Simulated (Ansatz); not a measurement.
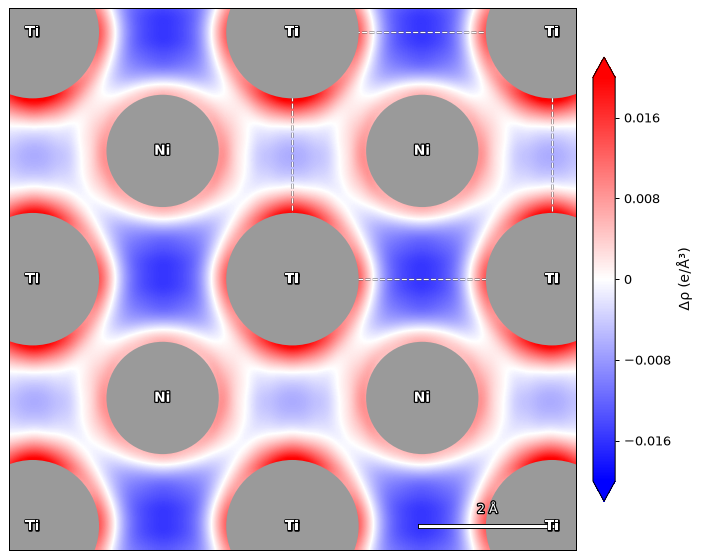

TiNi: difference of two self-consistent densities at the same geometry, ρ(LDA) − ρ(r2SCAN), on the (100) plane of the conventional cell. Grey discs cover the cores, where the PAW densities can't be compared. Cores are masked to 1.0 Å (Ti) and 0.8 Å (Ni).

Space group P4/nmm; computed without spin polarisation. The cell comes from a database of computed structures, not from a measurement.

Both runs: Ansatz, scalar-relativistic, plane waves and PAW, same cutoff, k-points and PAW files (made with PBE).

How does the change of level move the electrons?

Answer. Against r2SCAN, and outside the masked cores, the largest gain lies at the edge of the masked core of Ti, and the largest loss, 0.016 e/Å³, lies 1.8 Å from a nickel nucleus and 1.9 Å from a titanium one.
Bader charges are Ti +1.17 and Ni −1.17 e with r2SCAN and Ti +0.97 and Ni −0.97 e with LDA. Among metals such charges hang on how the charge between the atoms is shared out.
At this volume the pressure is −2 GPa with r2SCAN and −11 GPa with LDA.

Run times: 57 s (LDA) and 110 s (base cell), on 1 thread of Arm Neoverse N1, on a shared host.
